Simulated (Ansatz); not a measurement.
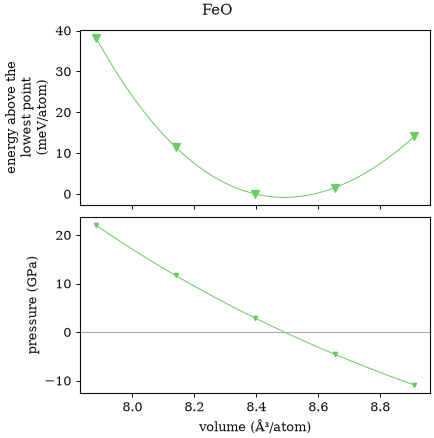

The picture above shows the energy above the lowest point and pressure against volume for FeO, space group Fm-3m (No. 225) (one of a set of cubic test structures, which need not be the stable phase).

Calculation (Ansatz 0.2.0 development build): equation of state of a cubic crystal from periodic Kohn-Sham density functional theory without spin, third-order Birch-Murnaghan fit to the free energies; pressure corrected for the finite basis. Level: r2SCAN.

- structure type: rock salt
- atoms in cell: 2
- space group number: 225
- lattice centring: face-centred primitive
- k mesh: 14×14×14
- occupation method: Fermi–Dirac
- occupation width: 0.1 eV
- wave cutoff: 500 eV
- datasets: soft-1 PAW
- density tolerance: 1e−07 eV
- bands: 15
- density cutoff ratio: 4
- search for lower states: default

What equilibrium volume and bulk modulus follow from the curve?

A third-order Birch–Murnaghan fit gives V0 = 8.49 Å³/atom, B0 = 252 GPa and B′ = 4.4.

What does the pressure do across the range?

It falls from 22.0 GPa at volume 7.8824 Å³/atom to −10.9 GPa at 8.9106 Å³/atom, and changes sign near 8.50 Å³/atom.

Limits of the calculation: known magnet treated without spin, far from its ground state; modest k-mesh, values are not fully converged in k.
